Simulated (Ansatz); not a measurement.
# Single-point calculation of C

C (2 atoms in the cell), computed with DFT PBE, scalar-relativistic, plane waves, PAW, no spin polarisation (Ansatz 0.2.0).

The structure derives from an entry of the Crystallography Open Database. It belongs to a series of runs on one base structure; here: a random strain and shift of atoms, as far as a chosen symmetry allows. Figures and captions count atoms from 1; the log counts them from 0 in places.

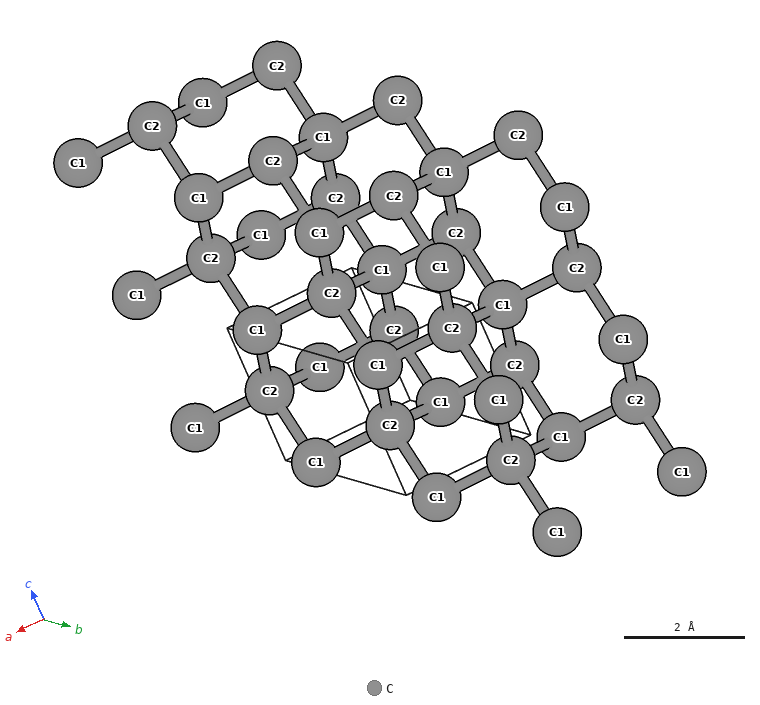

Fig. 1: The structure (ball-and-stick view of the reduced cell, repeated 2 × 3 × 3, seen at an oblique angle; atoms are numbered from 1 in the order of the input). Near neighbours in the crystal (not all of them lie inside the picture): C has 4 C at 1.42 to 1.58 Å.

## The input
```yaml
crystal:
  lattice:
    - [0.002264918, 1.752136998, 1.698634998]
    - [1.728863628, -0.027963712, 1.728863628]
    - [1.698634998, 1.752136998, 0.002264918]
  atoms:
    - { symbol: C, position: [0.501618226, 0.4747024862, 0.501618226] }
    - { symbol: C, position: [0.748381774, 0.7752975138, 0.748381774] }
basis:
  ecutwfc: 420
kpoints:
  mp_grid: { grid: [12, 12, 12] }
hamiltonian:
  xc: pbe
scf:
  occupations: { method: gaussian, width: 0.02 }
output:
  forces: true
  stress: true
  eigenvalues: true
  populations: true
  write_density: true
  write_potential: true
  elf: true
  volumetric_format: npy
```

Launch command:
```bash
ansatz run input.yaml --threads 1 --pin off --max-ram 1331MiB --backend cpu --events-out ev --progress --plain --runs-dir out
```

## Log
```
Engine: ansatz 0.2.0, x86_64-unknown-linux-gnu
Pseudopotentials: kind: paw
Pseudopotential: C, paw, valence charge 4, recommended cutoff 420 eV (normal), C.paw.azcp
Functional definition: PBE
  parameter kappa = 0.804
  parameter beta = 0.06672455060314922
  exchange = pbe_x(kappa = kappa, mu = beta*pi^2/3)
  correlation = pbe_c(beta = beta)
Crystal: 2 atoms, lattice volume = 10.358 Å³
Basis set: ecut = 420 eV, 181 PW (Γ), exchange–correlation on 36×36×36 points (8 copies of the dense FFT grid, shifted against one another)
Bands: 8, of which v1, the nominal top of the filled ones, is band 4 counted from 1 (3 counted from 0)
Symmetry: 4 space group operations
Space group: C2/m (ITA 12), of the structure as read, at distance tolerance 2.2e-5 Å
k-points: 476 of 1728
Non-local potential: C, projectors of the file, l = 0: 2, l = 1: 2, l = 2: 1
PAW form: soft (Blöchl's): semilocal exchange-correlation on the pseudo side does not see the compensation charge
PAW one-centre angular grid: C, 110 points (default); XC on 64 Gauss nodes
Initial density: superposition of atomic densities (neutral atoms: chi_scale 0, normalization atom), corrected by the library's trained network
Initial wavefunctions: pseudopotential atomic-orbital guess
Functional: x = pbe(κ = 0.804, μ = 0.2195149727645171), c = pbe(β = 0.06672455060314922)
SCF iter   1: F=—  HF=-501.149772 eV  |F-HF|=—  |Δ(HF+E_count)|=         —  Δρ=3.92e-3  dr2=6.13e-4  ethr=1.77e-3  ⟨swp⟩=5.3  Hψ=25203  notcnv=0
preconditioner: auto → none  [insulator: Δε(μ)=1.966 eV  Ē_g=20.944 eV  σ=0.020 eV  W_gap=1.00  n_scr=0 (ndim 8)  ℏωp=32.6 eV  f_vac=0.000  D(μ)=0.00/eV (n_scr^D=0)  ε∞_Penn≈3.4]
SCF iter   2: F=—  HF=-501.150023 eV  |F-HF|=—  |Δ(HF+E_count)|=   2.51e-4  Δρ=1.67e-3  dr2=7.98e-5  ethr=7.67e-6  ⟨swp⟩=2.3  Hψ=9273  notcnv=0
SCF iter   3: F=—  HF=-501.150158 eV  |F-HF|=—  |Δ(HF+E_count)|=   1.34e-4  Δρ=2.84e-4  dr2=1.51e-6  ethr=9.98e-7  ⟨swp⟩=2.2  Hψ=5795  notcnv=0
iter 4 did not close the SCF: its close was put off for the readings that it lacked (scf_convergence_deferred on its scf_iter line)
SCF iter   4: F=-501.150162 eV  HF=-501.150162 eV  |F-HF|=4.96e-9  |Δ(HF+E_count)|=   4.79e-6  Δρ=1.83e-5  dr2=2.38e-8  ethr=1.89e-8  ⟨swp⟩=2.5  Hψ=5566  notcnv=0
iter 5 did not close the SCF: its close was put off for the readings that it lacked (scf_convergence_deferred on its scf_iter line)
SCF iter   5: F=-501.150162 eV  HF=-501.150162 eV  |F-HF|=1.49e-10  |Δ(HF+E_count)|=   1.67e-9  Δρ=4.91e-6  dr2=1.64e-9  ethr=2.97e-10  ⟨swp⟩=2.3  Hψ=5737  notcnv=0
SCF iter   6: F=-501.150162 eV  HF=-501.150162 eV  |F-HF|=4.21e-12  |Δ(HF+E_count)|=  2.30e-11  Δρ=3.16e-7  dr2=4.10e-12  ethr=2.05e-11  ⟨swp⟩=4.0  Hψ=16675  notcnv=0
SCF 1 converged in 6 iterations: F = -501.150162 eV  dr2 = 4.10e-12
  greatest PAW one-centre occupation: 0.662 electrons in one spin orbital (limit 2), on the C atom at site 1 (counted from 0), in its partial waves of l = 0
```

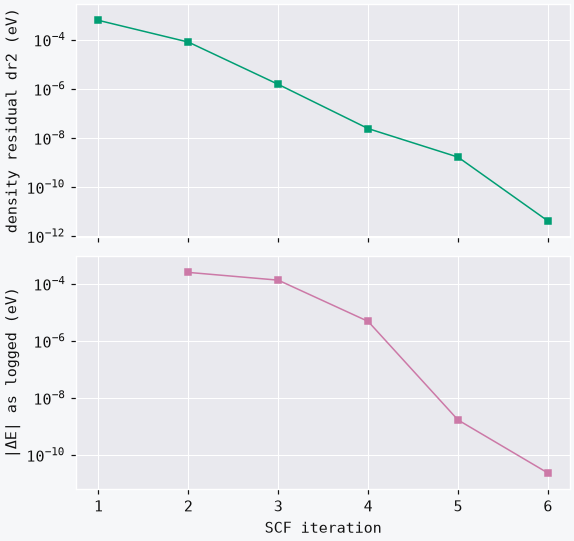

Fig. 2: Convergence of the self-consistent field: density residual dr2 and size of the energy change against the SCF iteration. The residual falls at every step.

```
SCF converged after 6 iterations
Free energy (F): -501.150162 eV
Harris-Foulkes:  -501.150162 eV  (|F-HF|=4.21e-12)
Internal energy: -501.150162 eV  (E = F + TS)
E sigma→0 (E₀):  -501.150162 eV
Fermi energy:    17.789554 eV
--- Per-component energies (eV) ---
  E_band       = 43.781712
  E_kinetic    = 191.156123
  E_local      = -115.659500  (includes V_loc(G=0)·N_el)
  E_nonlocal   = 54.657996
  E_hartree    = 25.388019
  E_xc         = -99.065453
  E_vxc        = -123.100868  (∫ρ·V_xc dr)
  E_paw        = -199.032938  (= ΣΔE_a)
  E_vpaw       = -14.048084  (= ΣTr[D̂ρ^β])
  E_aug_tail   = 0.000018  (compensation charges beyond the density's cutoff)
  E_ewald      = -358.594427
  E_smearing   = -0.000000  (= −TS)
  E_closure    = -0.000000  (closes the sum)
  Σ components = -501.150162   (vs F -501.150162, Δ=0.00e0)
--- Forces (eV/Å), atoms counted from 1 ---
  atom   1  C      3.47367359    -1.16344490     3.47367359
  atom   2  C     -3.47367359     1.16344490    -3.47367359
  max |Σ_I F_I| component: 0.00e0 eV/Å
--- Stress (GPa, compression-positive) ---
       62.366334       1.590202      -9.563903
        1.590209      33.261193       1.590209
       -9.563903       1.590202      62.366334
  P = ⅓ Tr σ = 52.6646 GPa (526.646 kbar)
--- Band table (eV; the first three rows and the last of 476) ---
  k-point 0: bands = ["-7.7293", "12.9282", "15.5539", "16.7987", "19.6009", "20.7191", "22.3222", "30.2255"]
  k-point 1: bands = ["-7.5221", "12.5122", "14.4569", "16.1809", "20.1293", "21.3408", "22.9646", "30.3302"]
  k-point 2: bands = ["-6.9025", "10.8602", "12.8091", "15.1896", "21.0662", "22.3161", "24.2594", "30.6091"]
  k-point 475: bands = ["-1.5261", "1.1175", "10.5558", "12.9170", "22.5365", "24.2312", "24.9976", "30.5840"]
--- Löwdin populations: 2 sites ---
  site symbol       q [e]
     0      C      3.9857
     1      C      3.9857
  spilling = 0.003579 (of n_electrons = 8.000000)
```

## File populations.tsv
```
# site	symbol	l	j	q
# orbitals = lowdin
# n_electrons = 8.000000
# spilling = 0.003579
0	C	0_2S	-	0.907439
0	C	1_2P	-	3.078244
1	C	0_2S	-	0.907439
1	C	1_2P	-	3.078244
```

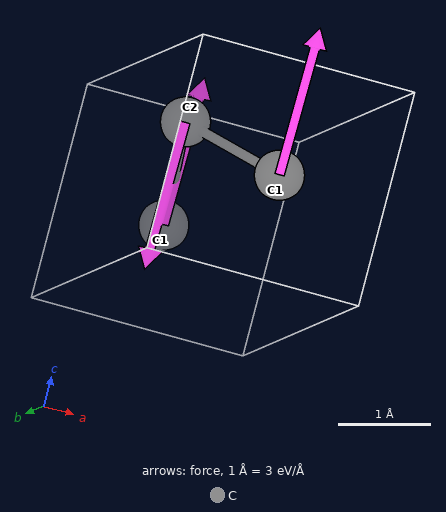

Fig. 3: Forces on the atoms as pink arrows (ball-and-stick view of the reduced cell, seen at an oblique angle; atoms are numbered from 1 in the order of the input). The largest act on C1, C2 (5.05 eV/Å). The geometry is not a stationary point of this energy.

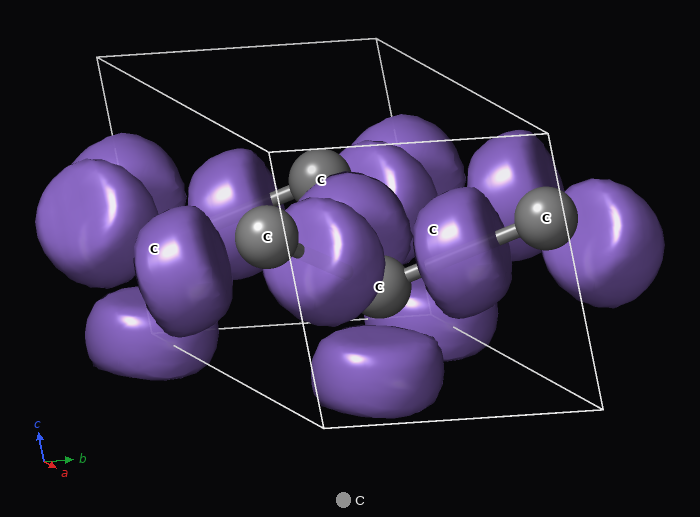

Fig. 4: Isosurface of the ELF at 0.7 (purple), seen slightly off an axis. Only the valence region is drawn (cores and ρ < 0.01 e/Å³ removed). Sticks mark near contacts. The outline is the cell set on symmetry axes. Values along the shortest contacts: The fields are those of the smooth PAW valence density.

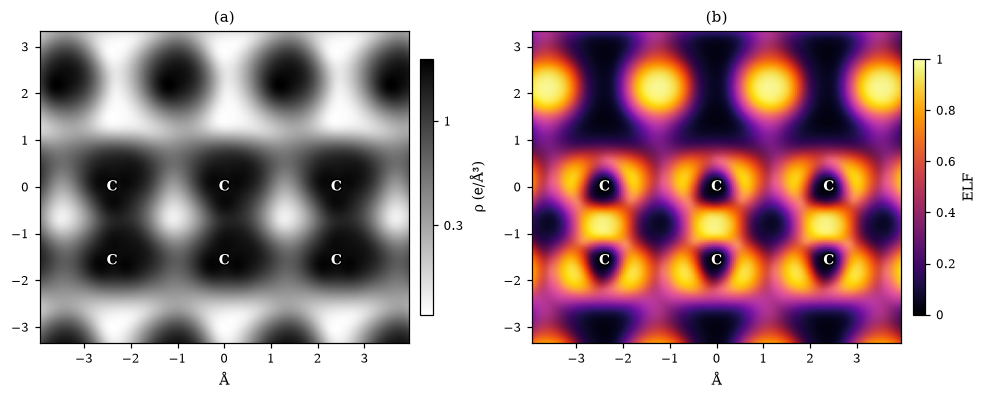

Fig. 5: (a) valence charge density (pseudo); (b) ELF on the (101) plane of the conventional cell. The section cuts through C sites. Away from the nuclei the density in this plane falls to 0.11 e/Å³ at its lowest.

## Summary

```csv
quantity,value
outcome,converged
space group (tolerance 0.01 Å),C2/m (12)
electrons treated,8
free energy,−501.1502 eV
Fermi energy,17.790 eV
gap on the k-point mesh,1.98 eV
pressure,52.66 GPa
largest force (length of the vector),5.048 eV/Å
hardware,"1 thread of an x86-64 CPU, shared host"
wall time,2.2 s
peak memory,0.5 GiB
```

The cell is under a pressure of 53 GPa at this level, so it is not at its equilibrium volume.
